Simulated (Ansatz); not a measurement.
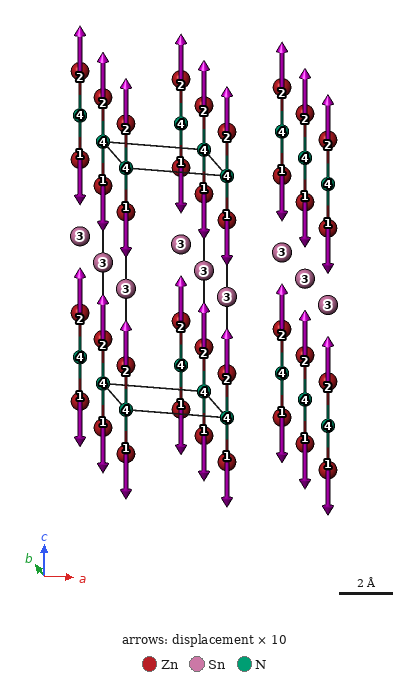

A relaxation of solid Zn₂SnN (a generated structure, set up in P6/mmm) (coarse preliminary run). The starting structure is drawn; purple arrows show the displacements (the part carried along by the change of the cell is left out), 10 times their true length.

The picture is a ball-and-stick view of the cell of the calculation, repeated 2 × 2 × 1 with one cell outlined, seen slightly off an axis.

All numbers below come from DFT PBE, scalar-relativistic, plane waves, PAW in Ansatz. Settings: plane-wave cutoff 420 eV; k-point mesh 6 × 6 × 2; occupations gaussian; smearing width 0.1 eV; no spin polarisation; cell and atoms relaxed; force threshold 0.04 eV/Å; at most 70 steps.

**Which element moves most?**

Zinc: up to 0.18 Å, against 0.00 Å for tin.

**What did the optimiser do to the structure, and how much energy did it gain?**

After 6 accepted moves (7 points after the start) the energy has fallen by 361 meV per atom. The largest force component goes from 1.8 to 0.0036 eV/Å. The pressure goes from −4.08 to −0.15 GPa. At 1 point the geometry stayed and the basis and grid were re-selected for the new cell (energy shift of 2.3 meV per atom at most each time). The largest moves relative to the cell, 0.18 Å, are those of Zn1 and Zn2. Zn2 goes along +c. Sn and N stay in place. Cell: a = b 4.033 → 3.298 Å (−18.2 %), c 9.519 → 8.804 Å (−7.5 %). Volume −38.2 %. Among the contacts that change: Zn1–N4 1.740 → 1.791 Å. The space group stays P6/mmm (No. 191).

Limits of the set-up: layers or molecules are held without a dispersion correction, so their spacing is unreliable.
